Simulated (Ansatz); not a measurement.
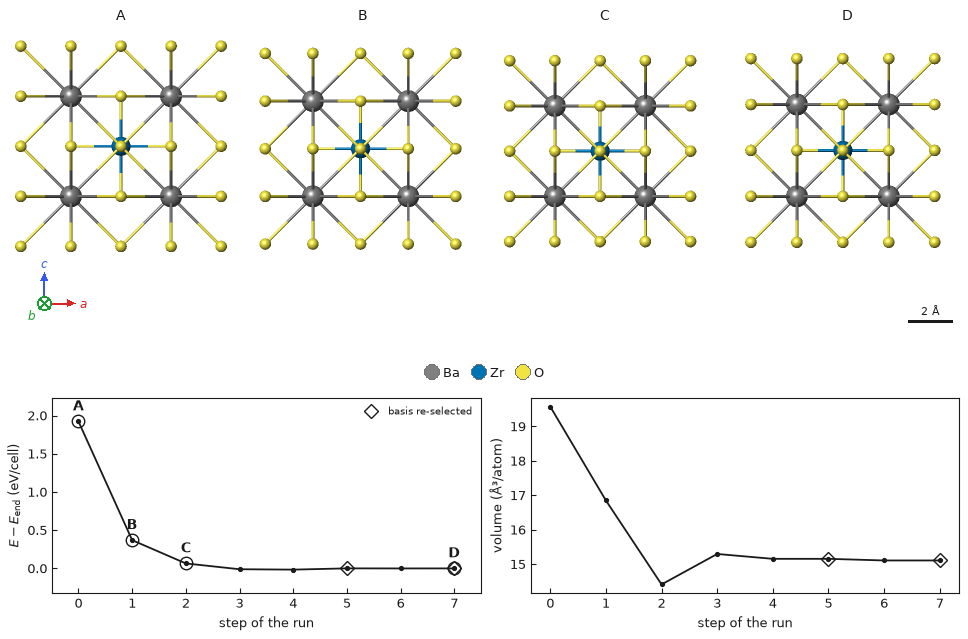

Frames of a relaxation of a crystal of BaZrO3 (built on the cubic perovskite type), marked on the history of the run. A ball-and-stick model of the cell of the calculation, seen along the b axis.

Theory: Ansatz, DFT, PBE, plane waves, PAW. Settings: plane-wave cutoff 420 eV; k-point mesh 6 × 6 × 6; occupations fermi dirac; smearing width 0.02 eV; no spin polarisation; cell and atoms relaxed; force threshold 0.005 eV/Å.

Question: What happens along the run?

Answer: No atom moves by more than 0.005 Å relative to the cell. Cell: a = b = c 4.608 → 4.227 Å (−8.3 %). Volume −22.8 %. Some distances before and after: Ba–O 3.259 → 2.989 Å, O–Zr 2.304 → 2.114 Å. The space group stays Pm-3m (No. 221). The energy falls by 1.923 eV per cell of the calculation in 5 accepted moves (7 points after the start). All forces vanish by symmetry, so only the cell relaxes. Pressure: −21.80 GPa at the start and 0.00 GPa at the end. The SCF was repeated twice at an unchanged geometry on a basis and grid sized afresh for the cell, which shifted the energy by 16.5 meV per cell of the calculation at most. The run took 5.8 s on 4 threads of Intel(R) Xeon(R) Platinum 8375C CPU @ 2.90GHz (Ice Lake), with other jobs on the host, peak memory 0.51 GiB. From step 0 to 1: volume −13.9 %, energy −1.553 eV per cell of the calculation. From step 1 to 2: volume −14.5 %, energy −0.305 eV per cell of the calculation. From step 2 to 7: volume +4.8 %, energy −65.0 meV per cell of the calculation.
